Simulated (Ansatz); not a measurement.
## Single-point calculation of GaN

- system: GaN (4 atoms in the cell)
- method: DFT PBE, scalar-relativistic, plane waves, PAW, no spin polarisation (Ansatz 0.2.0)

The structure derives from a Materials Project entry. It belongs to a series of runs on one base structure; here: band edges sought over the zone. Figures and captions count atoms from 1; the log counts them from 0 in places.

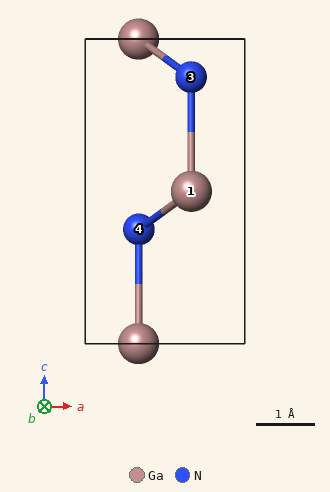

Figure 1. The structure as given in the input (ball-and-stick view of the cell of the calculation, along the b axis; atoms are numbered from 1 in the order of the input). An atom can appear more than once, as a periodic image. Near neighbours in the periodic cell (some may lie outside the picture): Ga has 4 N at 1.96 to 1.97 Å; N has 4 Ga at 1.96 to 1.97 Å.

Key numbers:

- outcome: converged
- space group (tolerance 0.01 Å): Cmc2₁ (36)
- electrons treated: 36
- free energy: −8335.8208 eV
- Fermi energy: 10.353 eV
- gap on the k-point mesh: 1.66 eV
- gap on the band path: 1.66 eV
- pressure: 1.93 GPa
- largest force (length of the vector): under 0.001 eV/Å
- hardware: 1 thread of Intel Xeon (Granite Rapids), 32 GiB of memory available, shared host
- wall time: 14 s
- peak memory: 0.6 GiB

The input:
```yaml
crystal:
  lattice:
    - [3.1540032578, -0.0009531865, 0.0]
    - [-1.5778481708, 2.8046127505, 0.0]
    - [0.0, 0.0, 5.2595174343]
  atoms:
    - { symbol: Ga, position: [0.665926635, 0.3319059519, 0.4999566282] }
    - { symbol: Ga, position: [0.334073365, 0.6680940481, 0.9999566282] }
    - { symbol: "N", position: [0.6640475737, 0.3283214338, 0.8750433718] }
    - { symbol: "N", position: [0.3359524263, 0.6716785662, 0.3750433718] }
basis:
  ecutwfc: 420
kpoints:
  mp_grid: { grid: [12, 12, 6] }
  band_path: { path: [VBM, CBM], npoints: 2 }
hamiltonian:
  xc: pbe
scf:
  occupations: { method: gaussian, width: 0.02 }
output:
  forces: true
  stress: true
  eigenvalues: true
checkpoint:
  read: start.run
  write: ck
  compress: false
  write_wavefunctions: false
  write_every: 100000
```

Run as:
```bash
ansatz run input.yaml --threads 1 --pin off --max-ram 2560MiB --backend cpu --events-out ev --progress --plain --runs-dir out
```

Log:
```
Engine: ansatz 0.2.0, x86_64-unknown-linux-gnu
Pseudopotentials: kind: paw
Pseudopotential: Ga, paw, valence charge 13, recommended cutoff 420 eV (normal), Ga.paw.azcp
Pseudopotential: N, paw, valence charge 5, recommended cutoff 420 eV (normal), N.paw.azcp
Functional definition: PBE
  parameter kappa = 0.804
  parameter beta = 0.06672455060314922
  exchange = pbe_x(kappa = kappa, mu = beta*pi^2/3)
  correlation = pbe_c(beta = beta)
Crystal: 4 atoms, lattice volume = 46.517 Å³
Basis set: ecut = 420 eV, 921 PW (Γ), exchange–correlation on 48×48×72 points (8 copies of the dense FFT grid, shifted against one another)
Bands: 22, of which v1, the nominal top of the filled ones, is band 18 counted from 1 (17 counted from 0)
Symmetry: 2 space group operations
Space group: P21 (ITA 4), of the structure as read, at distance tolerance 3.6e-5 Å
k-points: 296 of 864 (time reversal used)
Non-local potential: Ga, projectors of the file, l = 0: 2, l = 1: 2, l = 2: 3, l = 3: 1
Non-local potential: N, projectors of the file, l = 0: 2, l = 1: 2, l = 2: 1
PAW form: soft (Blöchl's): semilocal exchange-correlation on the pseudo side does not see the compensation charge
PAW one-centre angular grid: Ga, 590 points (default); XC on 64 Gauss nodes
PAW one-centre angular grid: N, 110 points (default); XC on 64 Gauss nodes
Initial density: read from a saved state, or passed on in memory by an earlier SCF of this step, an earlier step, the calling program or the single point that the run made first
Stability of the state it starts from, as read at its close in the unpolarized treatment: not read negative (Ritz values of 1 − χ₀K, real part plus size of imaginary part, from 0.99 to 2.3, by its mixing steps under the symmetry group of the SCF that read it)
Initial wavefunctions: pseudopotential atomic-orbital guess
Functional: x = pbe(κ = 0.804, μ = 0.2195149727645171), c = pbe(β = 0.06672455060314922)
iter 1 solved again at ethr=2.15e-8 eV; its pass at ethr=3.10e-3 eV (dr2=7.73e-6 eV) is discarded
SCF iter   1: F=—  HF=-8335.820764 eV  |F-HF|=—  |Δ(HF+E_count)|=         —  Δρ=1.52e-7  dr2=6.52e-12  ethr=2.15e-8  ⟨swp⟩=3.1  Hψ=46743  notcnv=0
eigensolver tolerance schedule: the retry pair's looser diagonalisation over-reported the residual by 1185687.94 of it (diagonalisation noise at an unbounded share of the residual, at the tolerance the schedule requests for it); recorded, not acted on — ethr = c·dr2/N_el stays at c = 1.0e-1
preconditioner: auto → Resta (q_TF=auto, 2.614 Å⁻¹)  ε∞=4.9  [insulator: Δε(μ)=1.660 eV  Ē_g=16.453 eV  σ=0.020 eV  W_gap=1.00  n_scr=22 (ndim 8)  ℏωp=32.7 eV  f_vac=0.009  D(μ)=0.00/eV (n_scr^D=0)  ε∞_Penn≈4.9]
SCF iter   2: F=-8335.820764 eV  HF=-8335.820764 eV  |F-HF|=5.46e-12  |Δ(HF+E_count)|=   1.73e-9  Δρ=1.19e-7  dr2=4.77e-12  ethr=1.00e-12  ⟨swp⟩=4.7  Hψ=21548  notcnv=0
SCF 1 converged in 2 iterations: F = -8335.820764 eV  dr2 = 4.77e-12
  greatest PAW one-centre occupation: 0.995 electrons in one spin orbital (limit 2), on the Ga atom at site 1 (counted from 0), in its partial waves of l = 2
NSCF: frozen V_eff on 80 k-points
NSCF: frozen V_eff on 80 k-points
NSCF: frozen V_eff on 74 k-points
NSCF: frozen V_eff on 7 k-points
NSCF: frozen V_eff on 7 k-points
NSCF: frozen V_eff on 7 k-points
NSCF: frozen V_eff on 7 k-points
NSCF: frozen V_eff on 7 k-points
NSCF: frozen V_eff on 7 k-points
NSCF: frozen V_eff on 3 k-points
SCF converged after 2 iterations
Free energy (F): -8335.820764 eV
Harris-Foulkes:  -8335.820764 eV  (|F-HF|=5.46e-12)
Internal energy: -8335.820764 eV  (E = F + TS)
E sigma→0 (E₀):  -8335.820764 eV
Fermi energy:    10.353154 eV
--- Per-component energies (eV) ---
  E_band       = -18.862400
  E_kinetic    = 493.046843
  E_local      = -3931.600465  (includes V_loc(G=0)·N_el)
  E_nonlocal   = 948.714284
  E_hartree    = 1806.894615
  E_xc         = -257.125741
  E_vxc        = -267.655220  (∫ρ·V_xc dr)
  E_paw        = -4240.874858  (= ΣΔE_a)
  E_vpaw       = -875.157114  (= ΣTr[D̂ρ^β])
  E_aug_tail   = 0.000110  (compensation charges beyond the density's cutoff)
  E_ewald      = -3154.875552
  E_smearing   = -0.000000  (= −TS)
  E_closure    = -0.000000  (closes the sum)
  Σ components = -8335.820764   (vs F -8335.820764, Δ=0.00e0)
--- Forces (eV/Å), atoms counted from 1 ---
  atom   1  Ga     0.00003483     0.00009889     0.00011702
  atom   2  Ga    -0.00003483    -0.00009889     0.00011702
  atom   3  N      0.00006922     0.00030796    -0.00011763
  atom   4  N     -0.00006922    -0.00030796    -0.00011763
  max |Σ_I F_I| component: 1.21e-6 eV/Å
--- Stress (GPa, compression-positive) ---
        5.752750       0.060203       0.000000
        0.060203       0.036294      -0.000000
        0.000000      -0.000000      -0.009910
  P = ⅓ Tr σ = 1.9264 GPa (19.264 kbar)
--- Band table (eV; the first three rows and the last of 296) ---
  k-point 0: bands = ["-6.3987", "-5.5650", "-4.0534", "-4.0454", "-4.0253", "-3.9879", "-3.9701", "-3.7971", "-3.7961", "-3.7104", "-3.7037", "-2.4943", "2.4531", "8.3472", "8.5782", "9.3462", "9.3677", "9.5230", "11.1833", "13.6522", "18.4282", "19.1532"]
  k-point 1: bands = ["-6.3231", "-5.5925", "-4.0439", "-4.0297", "-4.0238", "-3.9928", "-3.9759", "-3.7892", "-3.7879", "-3.7143", "-3.7080", "-2.7523", "2.9283", "8.4059", "8.5237", "8.6392", "9.2959", "9.4576", "11.8875", "13.6987", "18.2430", "19.1949"]
  k-point 2: bands = ["-6.1235", "-5.6903", "-4.0378", "-4.0180", "-4.0100", "-3.9901", "-3.9290", "-3.7693", "-3.7672", "-3.7263", "-3.7211", "-3.2642", "4.0859", "7.0832", "8.5924", "8.8072", "9.1014", "9.2796", "12.8965", "13.7611", "17.8625", "18.2814"]
  k-point 295: bands = ["-5.4429", "-5.4429", "-3.9883", "-3.9883", "-3.8753", "-3.8753", "-3.7707", "-3.7707", "-3.7022", "-3.7022", "-2.2885", "-2.2885", "2.9808", "2.9808", "7.4775", "7.4775", "7.5345", "7.5345", "13.7057", "13.7057", "17.0120", "17.0120"]
```

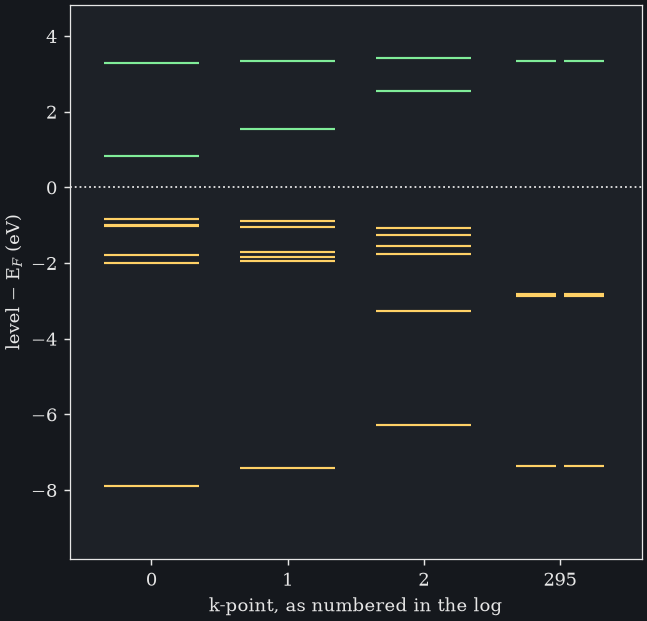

Figure 2. Kohn–Sham levels near the Fermi level (dotted) at the few k-points that the log prints; levels within 0.02 eV of each other stand side by side. Among these points the highest filled and lowest empty levels are 1.66 eV apart, which is the gap on the mesh.
